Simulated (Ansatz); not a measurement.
# SnSe$_{2}$: what the fields show

Input

```
crystal:
  lattice:
    - [-3.7987827662, 5.4175509255, 6.70921248]
    - [3.7987827662, -5.4175509255, 6.70921248]
    - [3.7987827662, 5.4175509255, -6.70921248]
  atoms:
    - { symbol: Sn, position: [0.8457129836, 0.8096923794, 0.0360206042] }
    - { symbol: Sn, position: [0.7263282247, 0.1903076206, 0.5360206042] }
    - { symbol: Sn, position: [0.1542870164, 0.1903076206, 0.9639793958] }
    - { symbol: Sn, position: [0.2736717753, 0.8096923794, 0.4639793958] }
    - { symbol: Se, position: [0.1442749521, 0.8942749521, 0.25] }
    - { symbol: Se, position: [0.8557250479, 0.1057250479, 0.75] }
    - { symbol: Se, position: [0.6500587983, 0.5, 0.6500587983] }
    - { symbol: Se, position: [0.3499412017, 0.0, 0.8499412017] }
    - { symbol: Se, position: [0.3499412017, 0.5, 0.3499412017] }
    - { symbol: Se, position: [0.6500587983, 0.0, 0.1500587983] }
    - { symbol: Se, position: [0.0, 0.0, 0.0] }
    - { symbol: Se, position: [0.5, 0.0, 0.5] }
basis:
  ecutwfc: 420
kpoints:
  mp_grid: { grid: [6, 6, 6] }
hamiltonian:
  xc: lda
scf:
  occupations: { method: gaussian, width: 0.1 }
output:
  forces: true
  stress: true
  eigenvalues: true
  write_density: true
  write_potential: true
  elf: true
  volumetric_format: npy
relax:
  adjacent_minimum: "off"
  f_tol: 0.01
  max_steps: 60
  cell: { stress_tol: 0.1 }
```

Command:

```sh
ansatz run input.yaml --threads 2 --pin off --max-ram 5120MiB --backend cpu --events-out ev --progress --plain --runs-dir out
```

Below, planes, directions and counts refer to the conventional cell (a = 7.63 Å, b = 10.78 Å, c = 13.44 Å, α = 90.00°, β = 90.00°, γ = 90.00°).

The fields are those of the run's last geometry, not of the input's.

Space group Imma.

All numbers below come from DFT LDA, scalar-relativistic, plane waves, PAW in Ansatz.

The density is the valence pseudo-density of a PAW calculation; it isn't the true density close to the nuclei.

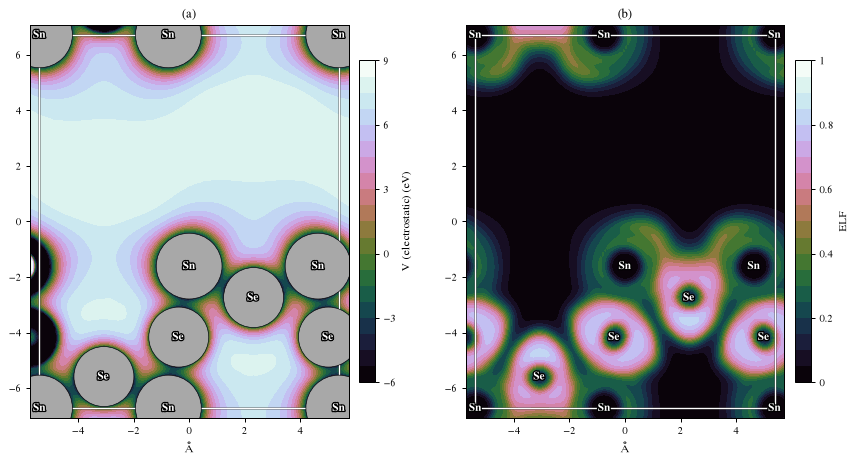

Figure 1. (a) electrostatic potential energy of an electron; (b) electron localisation function on the (100) plane of the conventional cell. Grey discs cover the atomic cores in the potential map.

### Interpret the plot.

- The section cuts through Sn and Se sites.
- Sn–Se (2.58 Å): the ELF is about 0.45 at the midpoint.
- The ELF also peaks beside Se, away from the bonds: lone-pair regions.
- Outside the cores the potential energy rises away from the atoms and is highest about 3.1 Å from the nearest atoms; its zero is arbitrary.

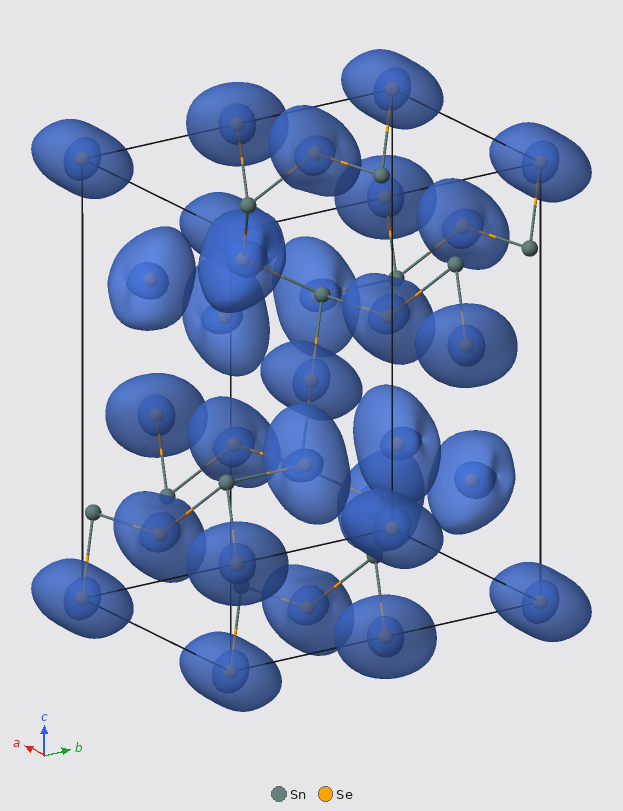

Figure 2. Isosurface of the ELF at 0.65 (blue), seen at an oblique angle. Only the valence region is drawn (cores and ρ < 0.01 e/Å³ removed). Sticks mark near contacts.

### Where are the electrons localised?

At this value the surface marks out 16 regions wrapped around Se (the valence shell of each), counted in one cell of 24 atoms. Regions shared between cells count once.


Sn–Se (2.53 Å): the ELF is about 0.55 at the midpoint.

### Does the calculation make it a metal, or give it a gap?

It is gapless in this calculation (a metal or semimetal).
